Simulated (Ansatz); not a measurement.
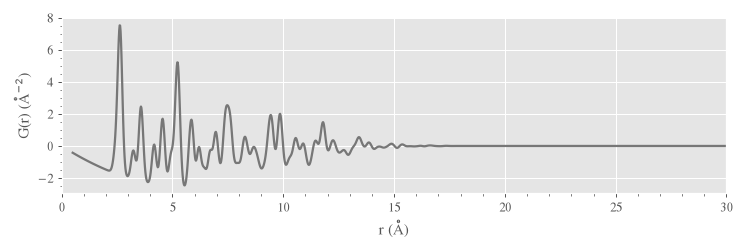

Simulated X-ray pair distribution function, G(r) = R(r)/r − 4πρ₀r, summed over the atomic distances of the structure with each pair weighted by the product of the atomic numbers (X-ray weights at Q = 0); every distance is a Gaussian of σ = 0.10 Å, for spherical particles of Rh with the bulk structure: the bulk G(r) is multiplied by the envelope of a sphere of diameter D, 1 − 3r/2D + r³/2D³, with no surface relaxation. The number density is 0.0703 atoms per Å³. It is based on the geometry relaxed with Ansatz 0.2.0, DFT PBEsol, scalar-relativistic, plane waves, PAW; the starting structure was generated, so it need not be a known form of this composition.

Question: Estimate the particle diameter.

Answer: About 18 Å (1.8 nm): the signal vanishes at r = D, fading from view somewhat earlier.

Question: Roughly how many atoms does one particle hold?

Answer: About 210 (number density 0.0703 Å⁻³ times πD³/6).
